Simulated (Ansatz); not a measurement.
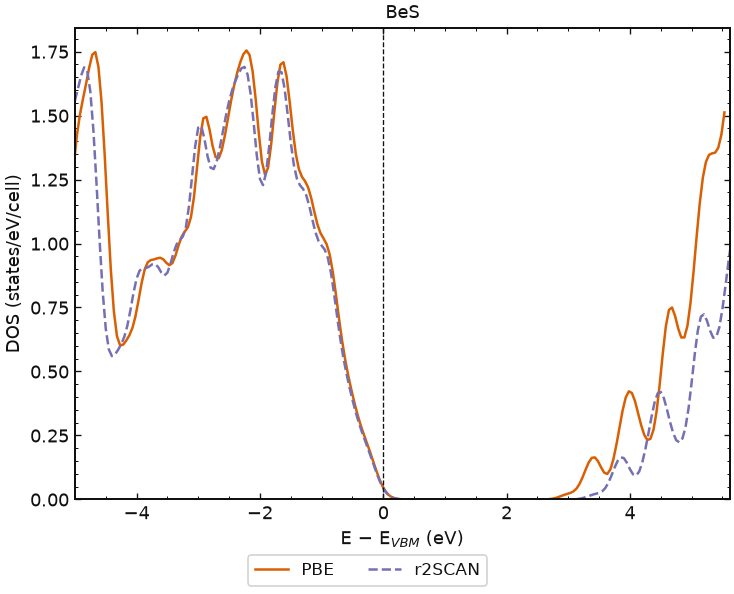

Total densities of states of BeS, space group Imm2, 2 atoms in the cell, shear (xy) strain +3.5%, by two methods on the same cell. The curves are built from the levels of the k mesh with Gaussians 0.3 eV wide, which also blur the band edges. Each is counted from its own valence-band top.

**How do the methods compare?**

PBE gives a gap of 2.97 eV and r2SCAN gives a gap of 3.41 eV.

Settings. PBE: DFT, PBE, plane waves, PAW, no spin polarisation, 10×10×10 k mesh, 420 eV cutoff (Ansatz 0.2.0). r2SCAN: DFT, r2SCAN, plane waves, PAW, no spin polarisation, 10×10×10 k mesh, 500 eV cutoff (Ansatz).
